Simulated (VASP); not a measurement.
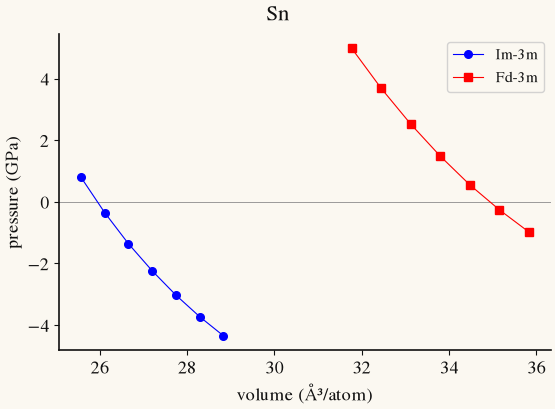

The figure shows the pressure against volume, with one curve for each structure, for Sn.

How it was computed, with VASP 6.6.1: plane-wave DFT, no spin polarisation; energies at scaled volumes of the given cell, shape and fractions fixed, counted from the fit's minimum, third-order Birch-Murnaghan fit. Level: PBEsol.

- occupations: Fermi–Dirac
- smearing width: 0.05 eV
- potentials: VASP PAW PBE potentials, recommended
- wave cutoff: 520 eV

Settings that differ: Im-3m: k mesh 10×10×10; Fd-3m: k mesh 7×7×7.

Q: Order the curves by fitted equilibrium volume, smallest first.

A: Im-3m 25.985, Fd-3m 34.977 Å³/atom.

Q: Order the curves by fitted bulk modulus, smallest first.

A: Fd-3m 41.2, Im-3m 52.6 GPa.

The computed values:

Im-3m:
```json
{"volume (Å³/atom)": "25.57", "pressure (GPa)": "0.80"}
{"volume (Å³/atom)": "26.12", "pressure (GPa)": "-0.35"}
{"volume (Å³/atom)": "26.66", "pressure (GPa)": "-1.36"}
{"volume (Å³/atom)": "27.20", "pressure (GPa)": "-2.24"}
{"volume (Å³/atom)": "27.75", "pressure (GPa)": "-3.03"}
{"volume (Å³/atom)": "28.29", "pressure (GPa)": "-3.73"}
{"volume (Å³/atom)": "28.84", "pressure (GPa)": "-4.35"}
```

Fd-3m:
```json
{"volume (Å³/atom)": "31.77", "pressure (GPa)": "4.98"}
{"volume (Å³/atom)": "32.45", "pressure (GPa)": "3.68"}
{"volume (Å³/atom)": "33.13", "pressure (GPa)": "2.52"}
{"volume (Å³/atom)": "33.80", "pressure (GPa)": "1.48"}
{"volume (Å³/atom)": "34.48", "pressure (GPa)": "0.55"}
{"volume (Å³/atom)": "35.16", "pressure (GPa)": "-0.26"}
{"volume (Å³/atom)": "35.83", "pressure (GPa)": "-0.98"}
```
